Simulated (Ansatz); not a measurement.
TaSi2

```cif
data_structure
_symmetry_space_group_name_H-M 'P 1'
_symmetry_Int_Tables_number 1
_cell_length_a 4.8056
_cell_length_b 4.8056
_cell_length_c 6.5972
_cell_angle_alpha 90.000
_cell_angle_beta 90.000
_cell_angle_gamma 120.000
_cell_volume 131.94
loop_
_atom_site_label
_atom_site_type_symbol
_atom_site_fract_x
_atom_site_fract_y
_atom_site_fract_z
_atom_site_occupancy
Ta1 Ta 0.50000 0.00000 0.00000 1
Ta2 Ta 0.50000 0.50000 0.66667 1
Ta3 Ta 0.00000 0.50000 0.33333 1
Si1 Si 0.15891 0.31783 0.00000 1
Si2 Si 0.84109 0.15891 0.66667 1
Si3 Si 0.68217 0.84109 0.33333 1
Si4 Si 0.84109 0.68217 0.00000 1
Si5 Si 0.15891 0.84109 0.66667 1
Si6 Si 0.31783 0.15891 0.33333 1
```

Space group P6₄22; computed without spin polarisation.

All numbers below come from DFT PBE, scalar-relativistic, plane waves, PAW in Ansatz 0.2.0.

Core electrons are frozen (PAW), and the valence fields are smoothed inside the atomic spheres.

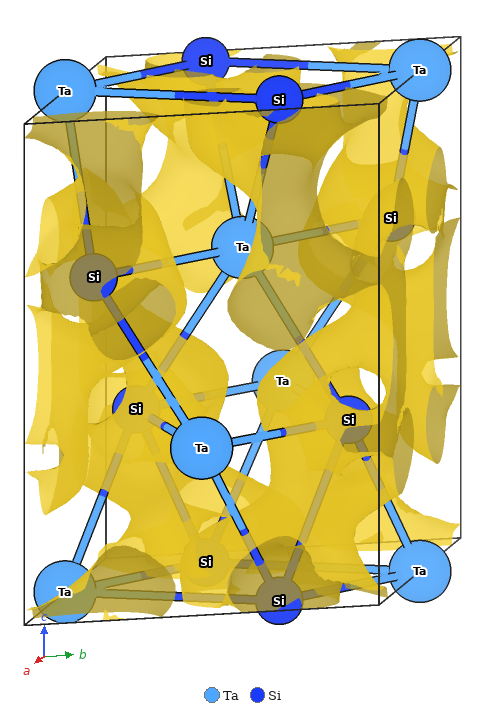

Figure 1. Isosurface of the electron localisation function at 0.6 (yellow), seen slightly off an axis. Core shells and regions of very low density are left out. Sticks mark near contacts.

**Describe the localisation domains.**

The ELF exceeds this value in channels that run through the cell in one direction, counted in one cell of 9 atoms. Regions shared between cells count once. Profiles from the grid: Si–Si (2.57 Å): the ELF peaks at about 0.75 between the atoms. Ta–Si (2.62 Å): the ELF peaks at about 0.75 in the valence shell of Si, 0.9 Å from its nucleus, and is about 0.40 at the midpoint.

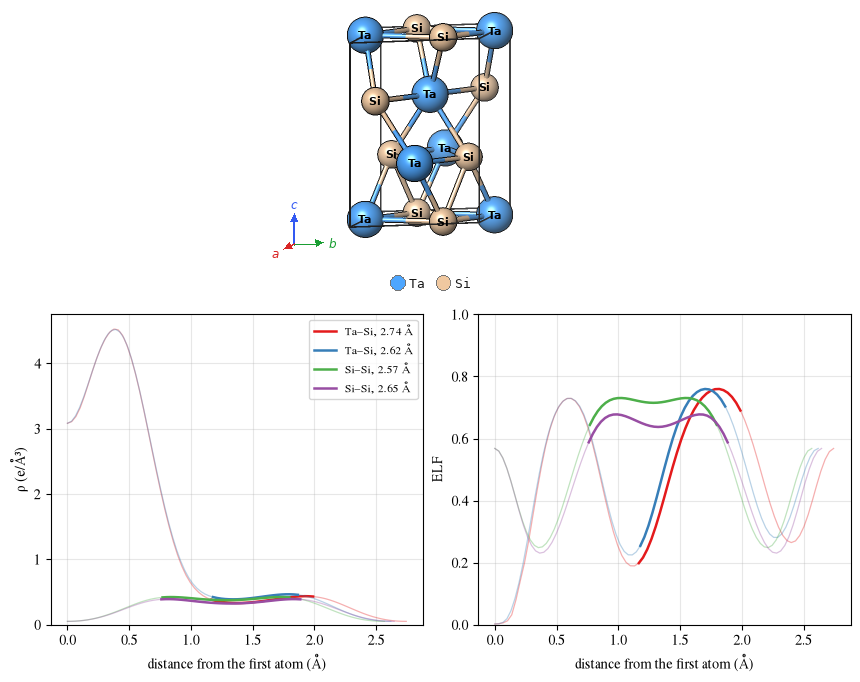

Figure 2. Valence electron density and ELF along straight lines between neighbouring atoms. Thin, pale parts lie inside the atomic spheres. The structure is drawn too.

**What can be read from the curves?**

Ta–Si (2.74 Å): ρ at the midpoint is about 0.33 e/Å³; the ELF peaks at about 0.75 in the valence shell of Si, 0.9 Å from its nucleus, and is about 0.40 at the midpoint.
Ta–Si (2.62 Å): the density is about 0.39 e/Å³ at the midpoint; the ELF peaks at about 0.75 in the valence shell of Si, 0.9 Å from its nucleus, and is about 0.40 at the midpoint.
Si–Si (2.57 Å): the density is about 0.37 e/Å³ at the midpoint; the ELF peaks at about 0.75 between the atoms.
Si–Si (2.65 Å): ρ at the midpoint is about 0.32 e/Å³; the ELF peaks at about 0.70 between the atoms.

**Does the calculation make it a metal, or give it a gap?**

It is metallic or semimetallic at this level of theory: no gap opens.
